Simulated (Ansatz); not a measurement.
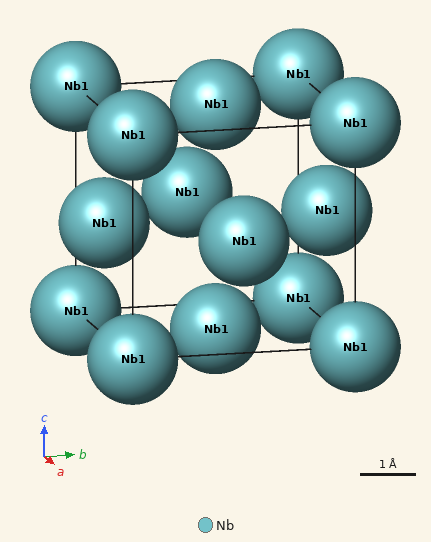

Fig. 1: The structure (spheres-only view of the cell 4 times as large as that of the calculation, set on its symmetry axes, seen slightly off an axis; atoms are numbered from 1 in the order of the input).

# Nb: single-point calculation

The run: single-point calculation of Nb (Fm-3m, 1 atom in the cell). Method and program: DFT, RPBE, plane waves (420 eV) with PAW, scalar-relativistic, no spin polarisation (Ansatz 0.2.0).

It belongs to a series of runs on one base structure; here: volume × 1.0. Figures and captions count atoms from 1; the log counts them from 0 in places.

### Output
```
Engine: ansatz 0.2.0, aarch64-unknown-linux-gnu
Pseudopotentials: kind: paw
Pseudopotential: Nb, paw, valence charge 13, recommended cutoff 420 eV (normal), [file]
Functional definition: RPBE
  parameter kappa = 0.804
  parameter beta = 0.06672455060314922
  exchange = rpbe_x(kappa = kappa, mu = beta*pi^2/3)
  correlation = pbe_c(beta = beta)
Crystal: 1 atoms, lattice volume = 19.122 Å³
Basis set: ecut = 420 eV, 339 PW (Γ)
Bands: 11, of which v1, the nominal top of the filled ones, is band 7 counted from 1 (6 counted from 0)
Symmetry: 48 space group operations
Space group: Fm-3m (ITA 225), of the structure as read, at distance tolerance 2.7e-5 Å
k-points: 286 of 9261
Non-local potential: Nb, projectors of the file, l = 0: 3, l = 1: 2, l = 2: 2, l = 3: 1
PAW form: soft (Blöchl's): semilocal exchange-correlation on the pseudo side does not see the compensation charge
PAW frozen core: Nb, regenerated for the run's functional, and the local potential with it (the file was generated under x = pbe(κ = 0.804, μ = 0.2195149727645171), c = pbe(β = 0.06672455060314922))
PAW one-centre angular grid: Nb, 590 points (default); XC on 64 Gauss nodes
Initial density: superposition of atomic densities (neutral atoms: chi_scale 0, normalization atom), corrected by the library's trained network
Initial wavefunctions: pseudopotential atomic-orbital guess
Functional: x = rpbe, c = pbe(β = 0.06672455060314922)
SCF iter   1: F=—  HF=-4558.892438 eV  |F-HF|=—  |Δ(HF+E_count)|=         —  Δρ=2.74e-3  dr2=4.24e-4  ethr=1.77e-3  ⟨swp⟩=5.0  Hψ=18355  notcnv=0
preconditioner: auto → none  [metal: Δε(μ)=0.012 eV  Ē_g=6.978 eV  σ=0.100 eV  W_gap=0.03  n_scr=0 (ndim 8)  ℏωp=19.0 eV  f_vac=0.000  D(μ)=1.55/eV (n_scr^D=14)]
SCF iter   2: F=—  HF=-4558.892789 eV  |F-HF|=—  |Δ(HF+E_count)|=   3.52e-4  Δρ=1.41e-3  dr2=1.19e-4  ethr=3.26e-6  ⟨swp⟩=2.6  Hψ=7018  notcnv=0
SCF iter   3: F=—  HF=-4558.892948 eV  |F-HF|=—  |Δ(HF+E_count)|=   1.59e-4  Δρ=1.41e-4  dr2=1.87e-6  ethr=9.17e-7  ⟨swp⟩=2.1  Hψ=3995  notcnv=0
SCF iter   4: F=—  HF=-4558.892948 eV  |F-HF|=—  |Δ(HF+E_count)|=   4.52e-7  Δρ=3.63e-5  dr2=9.70e-8  ethr=1.44e-8  ⟨swp⟩=2.0  Hψ=4933  notcnv=0
iter 5 did not close the SCF: its close was put off for the readings that it lacked (scf_convergence_deferred on its scf_iter line)
SCF iter   5: F=-4558.892948 eV  HF=-4558.892948 eV  |F-HF|=6.01e-9  |Δ(HF+E_count)|=   2.47e-8  Δρ=1.54e-5  dr2=1.49e-8  ethr=7.46e-10  ⟨swp⟩=1.8  Hψ=3512  notcnv=0
SCF iter   6: F=-4558.892948 eV  HF=-4558.892948 eV  |F-HF|=9.46e-11  |Δ(HF+E_count)|=   3.46e-9  Δρ=1.72e-6  dr2=2.06e-10  ethr=1.15e-10  ⟨swp⟩=2.0  Hψ=10463  notcnv=0
SCF 1 converged in 6 iterations: F = -4558.892948 eV  dr2 = 2.06e-10
  greatest PAW one-centre occupation: 0.999 electrons in one spin orbital (limit 2), on the Nb atom at site 0 (counted from 0), in its partial waves of l = 0
SCF converged after 6 iterations
Free energy (F): -4558.892948 eV
Harris-Foulkes:  -4558.892948 eV  (|F-HF|=9.46e-11)
Internal energy: -4558.841807 eV  (E = F + TS)
E sigma→0 (E₀):  -4558.867377 eV
Entropy (-TS):   -0.051141 eV (-51.141 meV/atom)
Fermi energy:    17.014262 eV
--- Per-component energies (eV) ---
  E_band       = -82.263283
  E_kinetic    = 393.260072
  E_local      = -727.236133  (includes V_loc(G=0)·N_el)
  E_nonlocal   = 118.605715
  E_hartree    = 225.974150
  E_xc         = -175.278983
  E_vxc        = -212.231510  (∫ρ·V_xc dr)
  E_paw        = -3079.843299  (= ΣΔE_a)
  E_vpaw       = -106.609590  (= ΣTr[D̂ρ^β])
  E_aug_tail   = 0.000008  (compensation charges beyond the density's cutoff)
  E_ewald      = -1314.237409
  E_core_change = -0.085928  (= ΣΔE_core)
  E_smearing   = -0.051141  (= −TS)
  E_closure    = 0.000000  (closes the sum)
  Σ components = -4558.892948   (vs F -4558.892948, Δ=0.00e0)
--- Stress (GPa, compression-positive) ---
       -0.119471       0.000000       0.000000
       -0.000000      -0.119471       0.000000
       -0.000000       0.000000      -0.119471
  P = ⅓ Tr σ = -0.1195 GPa (-1.195 kbar)
```

The run was set up as follows.

### The input
```yaml
crystal:
  lattice:
    - [0.0, 2.1224182117, 2.1224182117]
    - [2.1224182117, 0.0, 2.1224182117]
    - [2.1224182117, 2.1224182117, 0.0]
  atoms:
    - { symbol: Nb, position: [0.0, 0.0, 0.0] }
hamiltonian:
  xc: rpbe
  pseudopotentials:
    kind: paw
    azcp:
      Nb: "pseudopotentials/Nb.paw.azcp"
basis:
  ecutwfc: 420
  fft_grid_basis: typed
kpoints:
  mp_grid: { grid: [21, 21, 21], shift: [0, 0, 0] }
magnetization:
  spin_polarized: false
scf:
  occupations: { method: fermi_dirac, width: 0.1 }
output:
  stress: true
```

### Key numbers

- outcome: converged
- space group (tolerance 0.01 Å): Fm-3m (225)
- electrons treated: 13
- free energy: −4558.8929 eV
- Fermi energy: 17.014 eV
- pressure: −0.12 GPa
- hardware: 2 threads of an Arm (aarch64) CPU, shared host
- wall time: 2 s (CPU time 3.8 s)
- peak memory: 0.33 GiB
